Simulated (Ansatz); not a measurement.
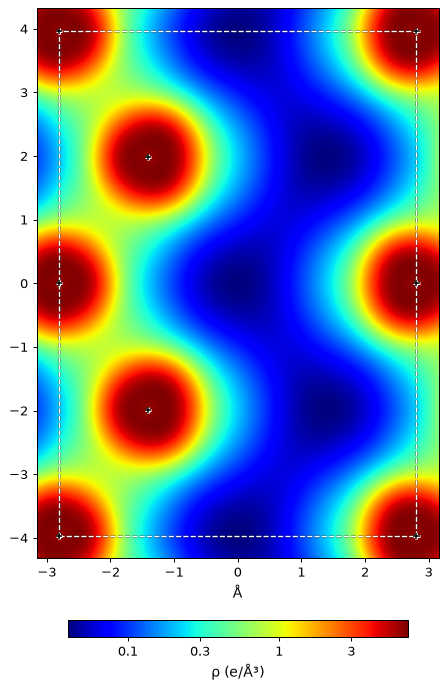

The valence electron density on a plane through atoms (crosses mark nuclei in the plane).

Level of theory: DFT, r2SCAN, plane waves (500 eV) with PAW, scalar-relativistic in Ansatz 0.2.0.

Candidates:
A. Re, a = 5.62 Å, b = 5.62 Å, c = 5.62 Å, α = 90.00°, β = 90.00°, γ = 90.00°. Space group Fd-3m; set up as Re, diamond; a generated structure, not necessarily the stable one; computed without spin polarisation.
B. Ca, a = 8.54 Å, b = 8.54 Å, c = 8.54 Å, α = 90.00°, β = 90.00°, γ = 90.00°. Space group Fd-3m; set up as Ca, diamond; a generated structure, not necessarily the stable one; changed on purpose from its base cell (volume × 0.96).
C. Al, a = 4.39 Å, b = 4.39 Å, c = 2.72 Å, α = 90.00°, β = 90.00°, γ = 120.00°. Space group P6/mmm; set up as Al, omega (AlB2-type); a generated structure, not necessarily the stable one; changed on purpose from its base cell (volume × 0.92); computed pressure about 8 GPa in this cell; computed without spin polarisation.

Which candidate gave the map?

Candidate A: Re on the (011) plane of the conventional cell, which holds Re. Re–Re (2.43 Å): the density is about 0.84 e/Å³ at the midpoint.
